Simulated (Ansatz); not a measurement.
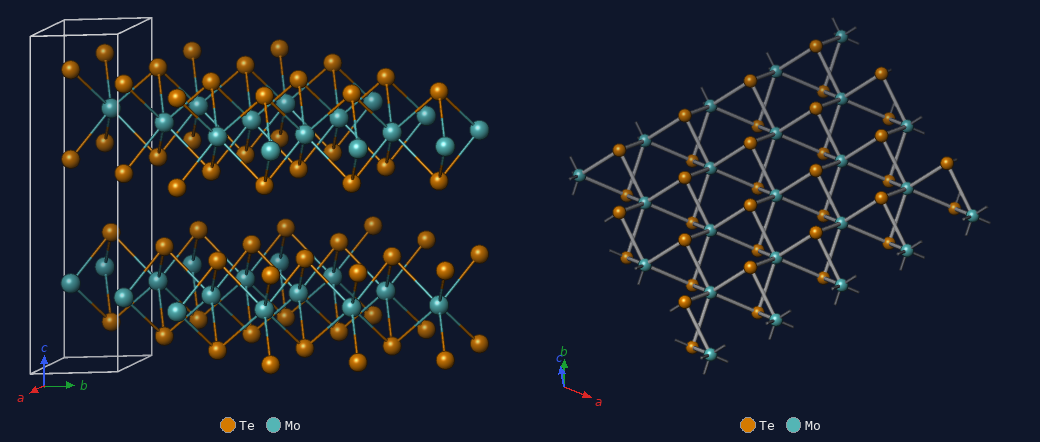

Left: the structure. Right: its underlying net. Nodes are coloured by element. One layer is drawn. Edges to nodes outside the piece are drawn as stubs.

Te₂Mo: the input geometry of an electronic-structure calculation (not necessarily at equilibrium).

Bonds are taken as Mo–Te below 3.1 Å. Simplification: prune 0- and 1-connected atoms, fold 2-connected ones into links.

The result is a binodal (3,6)-connected, two-periodic (layers) net: Te is a 3-connected node; Mo is a 6-connected node, in the ratio 2:1. It is the net of the trigonal-prismatic layers of 2H-MoS2. The layers lie parallel to (001).

```json
{"node": "Te", "links": "3", "point symbol": "4³", "coordination sequence": "3 13 9 24 15"}
{"node": "Mo", "links": "6", "point symbol": "4³·6¹²", "coordination sequence": "6 6 18 12 30"}
```
